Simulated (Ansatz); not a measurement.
## HfO$_{2}$: single-point calculation (part 1 of 2)

- system: HfO$_{2}$ (P4₂/mnm, 48 atoms in the cell)
- method: DFT PBE, scalar-relativistic, plane waves, PAW, no spin polarisation (Ansatz 0.2.0)

The structure derives from a Materials Project entry.

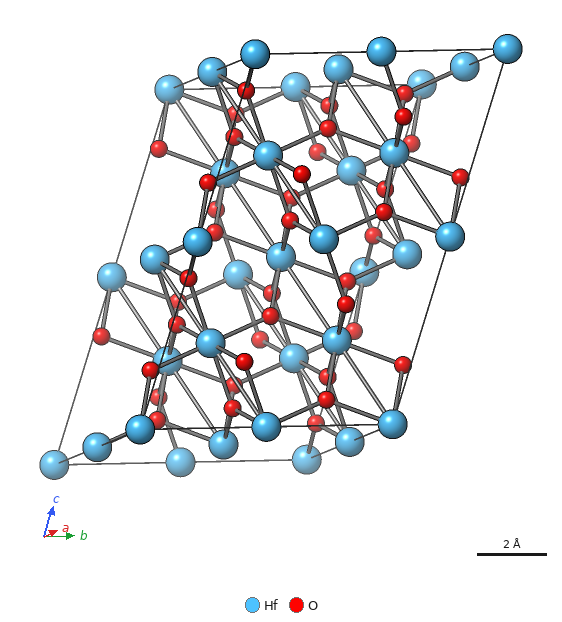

Fig. 1: The structure as given in the input (ball-and-stick view of the cell of the calculation, seen at an oblique angle). An atom can appear more than once, as a periodic image. Near neighbours in the periodic cell (some may lie outside the picture): Hf has 2 Hf at 3.21 Å and 6 O at 2.08 Å; O has 3 Hf at 2.08 Å.

Results in brief

```json
{"quantity": "outcome", "value": "converged"}
{"quantity": "space group (tolerance 0.01 Å)", "value": "P4₂/mnm (136)"}
{"quantity": "electrons treated", "value": "608"}
{"quantity": "free energy", "value": "−269784.9595 eV"}
{"quantity": "Fermi energy", "value": "14.687 eV"}
{"quantity": "gap on the k-point mesh", "value": "4.04 eV"}
{"quantity": "largest force (length of the vector)", "value": "0.071 eV/Å"}
{"quantity": "hardware", "value": "4 threads of Arm Neoverse N1, 98 GiB of memory available, shared host"}
{"quantity": "wall time", "value": "23 s (CPU time 87 s)"}
{"quantity": "peak memory", "value": "2.8 GiB"}
```

Remarks

The program warns: the structure was made exactly symmetric. Spin–orbit coupling is left out, which matters for Hf.

The input
```yaml
crystal:
  lattice:
    - [-4.813533, -4.813533, 3.205415]
    - [-4.813533, 4.813533, 3.205415]
    - [-9.627066, 0.0, -6.410831]
  atoms:
    - { symbol: Hf, position: [0.0, 0.0, 0.0] }
    - { symbol: Hf, position: [0.25, 0.25, 0.75] }
    - { symbol: Hf, position: [0.5, 0.5, 0.0] }
    - { symbol: Hf, position: [0.5, 0.5, 0.5] }
    - { symbol: Hf, position: [0.75, 0.75, 0.25] }
    - { symbol: Hf, position: [0.75, 0.75, 0.75] }
    - { symbol: Hf, position: [0.0, 0.0, 0.5] }
    - { symbol: Hf, position: [0.25, 0.25, 0.25] }
    - { symbol: Hf, position: [0.75, 0.25, 0.75] }
    - { symbol: Hf, position: [0.0, 0.5, 0.5] }
    - { symbol: Hf, position: [0.25, 0.75, 0.75] }
    - { symbol: Hf, position: [0.25, 0.75, 0.25] }
    - { symbol: Hf, position: [0.5, 0.0, 0.0] }
    - { symbol: Hf, position: [0.5, 0.0, 0.5] }
    - { symbol: Hf, position: [0.75, 0.25, 0.25] }
    - { symbol: Hf, position: [0.0, 0.5, 0.0] }
    - { symbol: O, position: [0.673739, 0.478783, 0.826261] }
    - { symbol: O, position: [0.923739, 0.728783, 0.576261] }
    - { symbol: O, position: [0.173739, 0.978783, 0.826261] }
    - { symbol: O, position: [0.173739, 0.978783, 0.326261] }
    - { symbol: O, position: [0.423739, 0.228783, 0.076261] }
    - { symbol: O, position: [0.423739, 0.228783, 0.576261] }
    - { symbol: O, position: [0.673739, 0.478783, 0.326261] }
    - { symbol: O, position: [0.923739, 0.728783, 0.076261] }
    - { symbol: O, position: [0.771216, 0.076261, 0.923739] }
    - { symbol: O, position: [0.021216, 0.326261, 0.673739] }
    - { symbol: O, position: [0.271216, 0.576261, 0.923739] }
    - { symbol: O, position: [0.271216, 0.576261, 0.423739] }
    - { symbol: O, position: [0.521216, 0.826261, 0.173739] }
    - { symbol: O, position: [0.521216, 0.826261, 0.673739] }
    - { symbol: O, position: [0.771216, 0.076261, 0.423739] }
    - { symbol: O, position: [0.021216, 0.326261, 0.173739] }
    - { symbol: O, position: [0.478784, 0.173739, 0.826261] }
    - { symbol: O, position: [0.728784, 0.423739, 0.576261] }
    - { symbol: O, position: [0.978784, 0.673739, 0.826261] }
    - { symbol: O, position: [0.978784, 0.673739, 0.326261] }
    - { symbol: O, position: [0.228784, 0.923739, 0.076261] }
    - { symbol: O, position: [0.228784, 0.923739, 0.576261] }
    - { symbol: O, position: [0.478784, 0.173739, 0.326261] }
    - { symbol: O, position: [0.728784, 0.423739, 0.076261] }
    - { symbol: O, position: [0.826261, 0.021217, 0.673739] }
    - { symbol: O, position: [0.076261, 0.271217, 0.423739] }
    - { symbol: O, position: [0.326261, 0.521217, 0.673739] }
    - { symbol: O, position: [0.326261, 0.521217, 0.173739] }
    - { symbol: O, position: [0.576261, 0.771217, 0.923739] }
    - { symbol: O, position: [0.576261, 0.771217, 0.423739] }
    - { symbol: O, position: [0.826261, 0.021217, 0.173739] }
    - { symbol: O, position: [0.076261, 0.271217, 0.923739] }
basis:
  ecutwfc: 420
  fft_grid_basis: typed
kpoints:
  mp_grid: { grid: [2, 2, 1] }
hamiltonian:
  xc: pbe
  pseudopotentials: { kind: paw }
scf:
  occupations: { method: gaussian, width: 0.05 }
output:
  forces: true
  stress: false
  eigenvalues: true
  bader: false
  write_density: true
  volumetric_format: npy
```

Launched with:
```bash
ansatz run input.yaml --threads 4 --pin off --max-ram 10240MiB --backend cpu --events-out ev --progress --plain --runs-dir out
```

What the program printed
```
Warning: the atoms were moved onto the symmetric positions of the space group found under crystal.symmetry.tolerance 1.0e-5 (fractional; no operation is sought that the atoms, as they stand in a round, miss by more than twice it, and no atom is moved by as much as it), and the run uses the moved positions. Before a round's move an operation carried an atom to 7.52e-6 Å from where it should land, the largest such distance. Atom 16 (counting from 0) moved farthest, by 3.76e-6 Å; the longest move in fractions of the cell, of whichever atom, is 0.05 of the tolerance, in 1 round. To run the atoms as typed, lower crystal.symmetry.tolerance until the operations that they miss are no longer found, or set crystal.symmetry.detect: false (a key that needs symmetry detection or time reversal refuses this as the deck is read). The positions used, in the order of the run's atom list: position: [0.0, 0.0, 0.0]; position: [0.25, 0.25, 0.75]; position: [0.5, 0.5, 0.0]; position: [0.5, 0.5, 0.5]; position: [0.75, 0.75, 0.25]; position: [0.75, 0.75, 0.75]; position: [0.0, 0.0, 0.5]; position: [0.25, 0.25, 0.25]; position: [0.75, 0.25, 0.75]; position: [0.0, 0.5, 0.5]; position: [0.25, 0.75, 0.75]; position: [0.25, 0.75, 0.25]; position: [0.5, 0.0, 0.0]; position: [0.5, 0.0, 0.5]; position: [0.75, 0.25, 0.25]; position: [0.0, 0.5, 0.0]; position: [0.673739, 0.4787835, 0.826261]; position: [0.923739, 0.7287835, 0.576261]; position: [0.173739, 0.9787834999999999, 0.826261]; position: [0.173739, 0.9787834999999999, 0.326261]; position: [0.423739, 0.2287835, 0.076261]; position: [0.423739, 0.2287835, 0.576261]; position: [0.673739, 0.4787835, 0.326261]; position: [0.923739, 0.7287835, 0.076261]; position: [0.7712165, 0.076261, 0.923739]; position: [0.021216499999999996, 0.326261, 0.673739]; position: [0.2712165, 0.576261, 0.923739]; position: [0.2712165, 0.576261, 0.423739]; position: [0.5212165, 0.826261, 0.173739]; position: [0.5212165, 0.826261, 0.673739]; position: [0.7712165, 0.076261, 0.423739]; position: [0.021216499999999996, 0.326261, 0.173739]; position: [0.4787835, 0.173739, 0.826261]; position: [0.7287835, 0.423739, 0.576261]; position: [0.9787834999999999, 0.673739, 0.826261]; position: [0.9787834999999999, 0.673739, 0.326261]; position: [0.2287835, 0.923739, 0.076261]; position: [0.2287835, 0.923739, 0.576261]; position: [0.4787835, 0.173739, 0.326261]; position: [0.7287835, 0.423739, 0.076261]; position: [0.826261, 0.021216499999999996, 0.673739]; position: [0.076261, 0.2712165, 0.423739]; position: [0.326261, 0.5212165, 0.673739]; position: [0.326261, 0.5212165, 0.173739]; position: [0.576261, 0.7712165, 0.923739]; position: [0.576261, 0.7712165, 0.423739]; position: [0.826261, 0.021216499999999996, 0.173739]; position: [0.076261, 0.2712165, 0.923739];
Engine: ansatz 0.2.0, aarch64-unknown-linux-gnu
Pseudopotentials: kind: paw
Pseudopotential: Hf, paw, valence charge 26, recommended cutoff 420 eV (normal), Hf.paw.azcp
Pseudopotential: O, paw, valence charge 6, recommended cutoff 420 eV (normal), O.paw.azcp
Functional definition: PBE
  parameter kappa = 0.804
  parameter beta = 0.06672455060314922
  exchange = pbe_x(kappa = kappa, mu = beta*pi^2/3)
  correlation = pbe_c(beta = beta)
Crystal: 48 atoms, lattice volume = 594.158 Å³
Basis set: ecut = 420 eV, 11539 PW (Γ), exchange–correlation on 108×108×160 points (8 copies of the dense FFT grid, shifted against one another)
Bands: 365, of which v1, the nominal top of the filled ones, is band 304 counted from 1 (303 counted from 0)
Symmetry: 32 space group operations
Space group: P42/mnm (ITA 136), of the structure as read, at distance tolerance 8.4e-5 Å
k-points: 3 of 4
Non-local potential: Hf, projectors of the file, l = 0: 3, l = 1: 2, l = 2: 2, l = 3: 3
Non-local potential: O, projectors of the file, l = 0: 2, l = 1: 2, l = 2: 1
PAW form: soft (Blöchl's): semilocal exchange-correlation on the pseudo side does not see the compensation charge
PAW one-centre angular grid: Hf, 590 points (default); XC on 64 Gauss nodes
PAW one-centre angular grid: O, 110 points (default); XC on 64 Gauss nodes
Initial density: superposition of atomic densities (neutral atoms: chi_scale 0, normalization atom), corrected by the library's trained network
Initial wavefunctions: pseudopotential atomic-orbital guess
Functional: x = pbe(κ = 0.804, μ = 0.2195149727645171), c = pbe(β = 0.06672455060314922)
SCF iter   1: F=—  HF=-269784.958520 eV  |F-HF|=—  |Δ(HF+E_count)|=         —  Δρ=3.03e-3  dr2=4.53e-2  ethr=1.77e-3  ⟨swp⟩=5.0  Hψ=3374  notcnv=0  defer=41
preconditioner: auto → Resta (q_TF=auto, 2.739 Å⁻¹)  ε∞=5.2  [insulator: Δε(μ)=4.065 eV  Ē_g=17.865 eV  σ=0.050 eV  W_gap=1.00  n_scr=206 (ndim 8)  ℏωp=36.6 eV  f_vac=0.087  D(μ)=0.00/eV (n_scr^D=0)  ε∞_Penn≈5.2]
SCF iter   2: F=—  HF=-269784.957487 eV  |F-HF|=—  |Δ(HF+E_count)|=   1.03e-3  Δρ=1.51e-3  dr2=9.87e-3  ethr=7.45e-6  ⟨swp⟩=2.0  Hψ=1980  notcnv=0  defer=55
SCF iter   3: F=—  HF=-269784.958520 eV  |F-HF|=—  |Δ(HF+E_count)|=   1.03e-3  Δρ=6.02e-4  dr2=2.28e-3  ethr=1.62e-6  ⟨swp⟩=2.0  Hψ=1222  notcnv=0  defer=19
automatic band count: iteration 3 solves 353 bands in place of 365: the levels show a gap, and the empty bands left out lie too high to hold charge; the band table lists the bands solved (type scf.n_extra_bands for more)
SCF iter   4: F=—  HF=-269784.958644 eV  |F-HF|=—  |Δ(HF+E_count)|=   1.24e-4  Δρ=1.47e-4  dr2=9.85e-5  ethr=3.74e-7  ⟨swp⟩=2.0  Hψ=1798  notcnv=0  defer=19
SCF iter   5: F=—  HF=-269784.959466 eV  |F-HF|=—  |Δ(HF+E_count)|=   8.22e-4  Δρ=6.82e-5  dr2=2.05e-5  ethr=1.62e-8  ⟨swp⟩=2.0  Hψ=1828  notcnv=0  defer=19
SCF iter   6: F=—  HF=-269784.959463 eV  |F-HF|=—  |Δ(HF+E_count)|=   2.85e-6  Δρ=2.06e-5  dr2=1.79e-6  ethr=3.37e-9  ⟨swp⟩=2.0  Hψ=1843  notcnv=0  defer=19
SCF iter   7: F=-269784.959465 eV  HF=-269784.959465 eV  |F-HF|=7.43e-8  |Δ(HF+E_count)|=   1.78e-6  Δρ=4.89e-6  dr2=9.15e-8  ethr=1.64e-11  ⟨swp⟩=9.0  Hψ=5120  notcnv=0
SCF 1 converged in 7 iterations: F = -269784.959465 eV  dr2 = 9.15e-8
  greatest PAW one-centre occupation: 0.999 electrons in one spin orbital (limit 2), on the Hf atom at site 15 (counted from 0), in its partial waves of l = 0
```

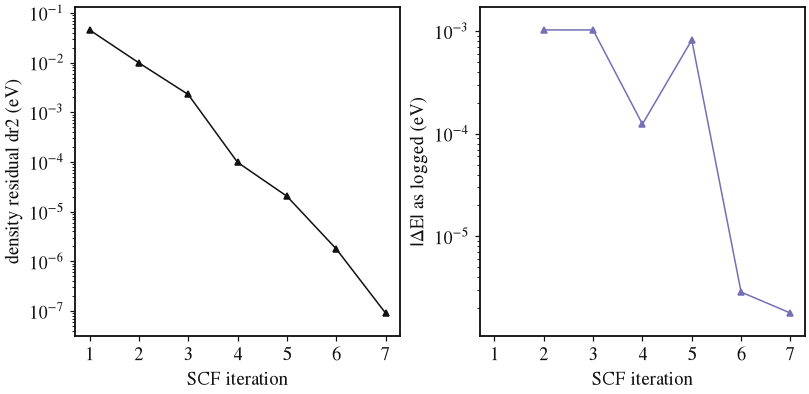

Fig. 2: Convergence of the self-consistent field: density residual dr2 and size of the energy change against the SCF iteration. The residual falls at every step.

```
SCF converged after 7 iterations
Free energy (F): -269784.959465 eV
Harris-Foulkes:  -269784.959465 eV  (|F-HF|=7.43e-8)
Internal energy: -269784.959465 eV  (E = F + TS)
E sigma→0 (E₀):  -269784.959465 eV
Fermi energy:    14.687289 eV
--- Per-component energies (eV) ---
  E_band       = -816.381291
  E_kinetic    = 12368.148361
  E_local      = -103537.348071  (includes V_loc(G=0)·N_el)
  E_nonlocal   = -18342.582485
  E_hartree    = 47171.753379
  E_xc         = -7165.644467
  E_vxc        = -7276.422441  (∫ρ·V_xc dr)
  E_paw        = -115909.044520  (= ΣΔE_a)
  E_vpaw       = 21628.231625  (= ΣTr[D̂ρ^β])
  E_aug_tail   = 0.080481  (compensation charges beyond the density's cutoff)
  E_ewald      = -84370.322142
  E_smearing   = -0.000000  (= −TS)
  E_closure    = -0.000000  (closes the sum)
  Σ components = -269784.959465   (vs F -269784.959465, Δ=0.00e0)
```
